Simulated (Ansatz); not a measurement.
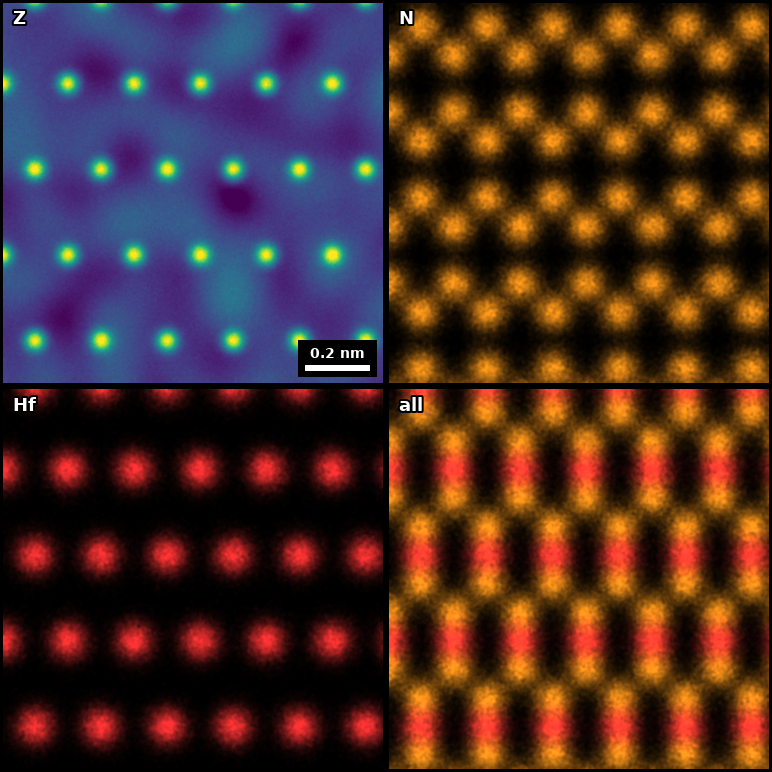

A crystal along [201]. Panel Z: Simulated incoherent Z contrast: every atom adds Z^1.7 spread by a probe of 0.50 Å full width; channelling and multiple scattering are left out. The probe carries 15 % of its weight in a tail 2.5 times as wide. The display is stretched by a gamma of 0.8; percentages refer to the linear signal. Shot noise and the speckle of an amorphous layer were added. The other panels are simulated element maps (the number of atoms of one element along the beam, blurred by 0.9 Å, with counting noise; each on its own scale, no channelling); the last overlays them.

Q: Which columns does each element occupy?

A: The projected cell (2.09 × 2.90 Å, 111°) holds 3 columns: 2 of N and 1 of Hf. No column is shared by two of the mapped elements. The brightest columns of the Z-contrast image hold Hf.

The crystal is HfN (P6_3/mmc, No. 194). Model: the end point of a relaxation with DFT PBEsol, scalar-relativistic, plane waves, PAW (Ansatz 0.2.0); the starting structure was generated, so it need not be a known form of this composition.
